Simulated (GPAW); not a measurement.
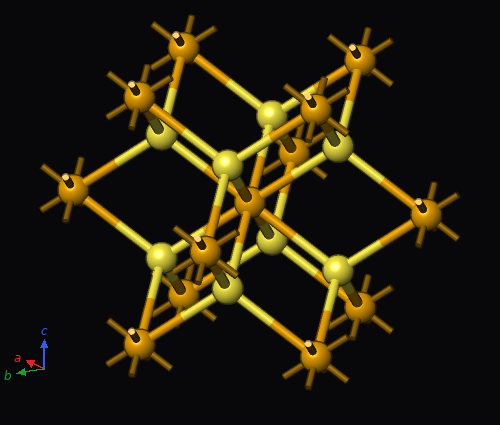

The picture shows a finite piece of the underlying net of a crystal structure, nodes on the atoms' positions. Nodes are coloured by topological kind. Short stubs are edges that leave the cut-out.

What net is this?

Answer. A binodal (4,8)-connected, three-periodic net. It is the flu net, known from fluorite.

Give point symbol and coordination sequence of each kind of node.

Answer. 4-connected node: 4^6, sequence 4, 22, 24, 82; 8-connected node: 4^12.6^12.8^4, sequence 8, 12, 48, 42.

Origin of the net. CeO₂ (space group Fm-3m, No. 225). Coordinates: an entry of the Crystallography Open Database, as set up for an electronic-structure calculation. Bonds are taken as Ce–O below 2.6 Å; no other contact counts. The graph is simplified in the usual way: terminal and isolated atoms are pruned, two-connected atoms become edges. O is a 4-connected node; Ce is an 8-connected node, in the ratio 2:1.
